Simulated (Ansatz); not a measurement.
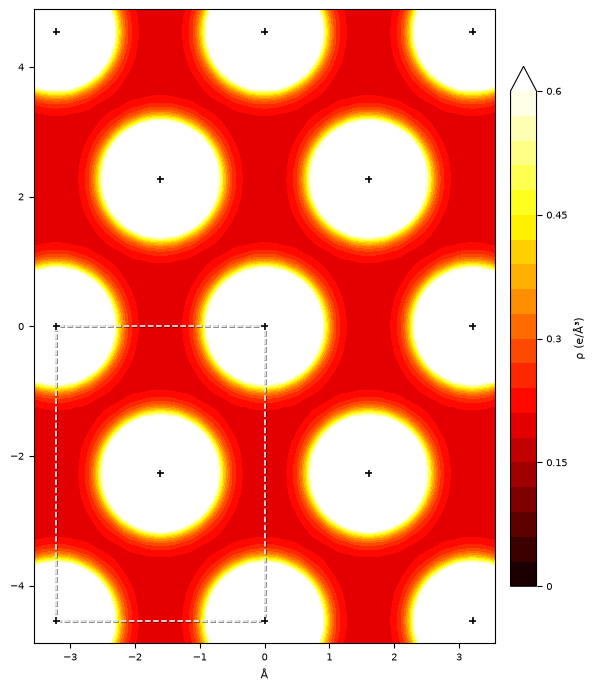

The valence electron density on a plane through atoms (crosses mark nuclei in the plane).

These are results of DFT PBEsol, scalar-relativistic, plane waves, PAW in Ansatz, not measurements.

Candidates:
A. Ti, a = 3.21 Å, b = 3.21 Å, c = 3.21 Å, α = 90.00°, β = 90.00°, γ = 90.00°. Space group Im-3m; computed without spin polarisation.
B. MgO, a = 4.21 Å, b = 4.21 Å, c = 4.21 Å, α = 90.00°, β = 90.00°, γ = 90.00°. Space group Fm-3m.

> Which system is this?

Candidate A: Ti on the (101) plane of the conventional cell, which holds Ti. Ti–Ti (2.78 Å): the density is about 0.2 e/Å³ at the midpoint.
